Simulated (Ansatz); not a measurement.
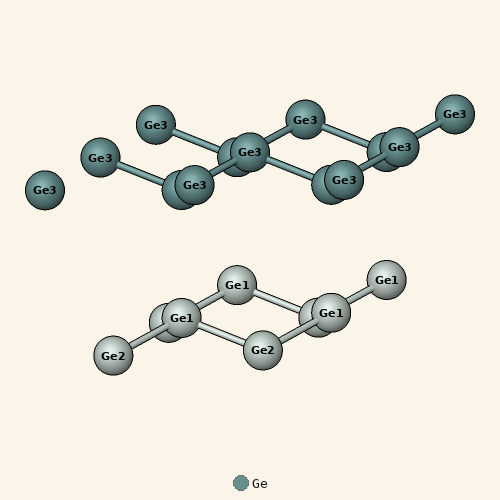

The system is a bilayer of two Ge sheets of the honeycomb type (4 atoms in the cell); the picture shows the reference structure; the lower layer is drawn fainter. The upper layer of a bilayer is slid along a line and lifted, both layers rigid. Coordinates scanned: (1) slide of the upper layer along the long diagonal of the hexagonal surface cell, from Ge4 above Ge1; (2) distance between the facing planes of atoms. Grid: 9 × 6 points. Points are written as (first, second). Energies: mJ/m², counted from the lowest grid point. These are results of Ansatz 0.2.0, DFT PBE+D3(BJ), scalar-relativistic, plane waves, PAW, not measurements. Settings: cutoff 420 eV, k-mesh 9×9×1, gaussian smearing 0.1 eV, no spin polarisation.

Its coordinates:

```yaml
crystal:
  lattice:
    - [4.02269, 0.00000, 0.00000]
    - [-2.01134, 3.48375, 0.00000]
    - [0.00000, 0.00000, 18.86852]
  atoms:
    - { symbol: Ge, position: [0.33333, 0.66667, 0.27476] }
    - { symbol: Ge, position: [0.66667, 0.33333, 0.23849] }
    - { symbol: Ge, position: [0.00000, 0.00000, 0.49652] }
    - { symbol: Ge, position: [0.33333, 0.66667, 0.46025] }
```

Range: slide of the upper layer along the long diagonal of the hexagonal surface cell from 0.00 to 6.19 Å; distance between the facing planes of atoms from 3.50 to 5.30 Å.

What will the energy surface look like?

Answer. The lowest grid point is at (0.00 Å, 3.50 Å). It lies at the edge of the scanned range, so the true minimum may lie outside. The highest grid point, (4.64 Å, 5.30 Å), lies 395 mJ/m² above the lowest.

```
second ↓, first →  0.00  0.77  1.55  2.32  3.10  3.87  4.64  5.42  6.19
             5.30   391   392   394   394   394   395   395   394   392
             4.70   331   335   342   345   344   345   348   343   335
             4.30   263   273   291   298   295   295   299   291   273
             4.02   194   212   247   262   254   250   257   243   212
             3.77   113   142   203   234   217   205   214   193   142
             3.50     0    47   153   219   183   156   166   135    48
```

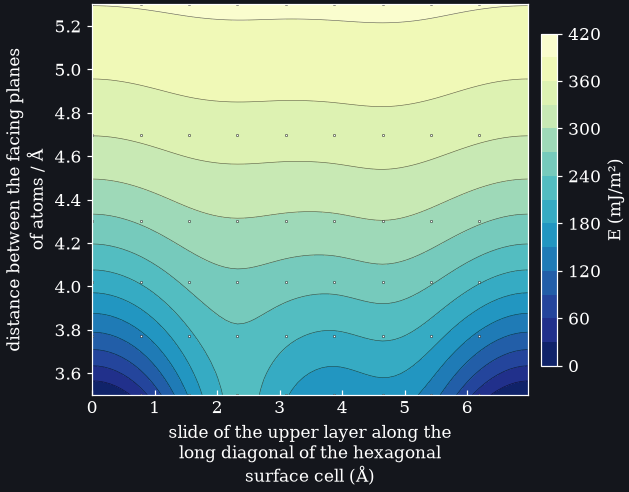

The picture shows filled contours, dots at the grid points. Between grid points the surface is interpolated.

The whole map (54 points run) took 12 min on 1 thread of Arm Neoverse V2, on a shared host.

PAW datasets: the set soft_1.
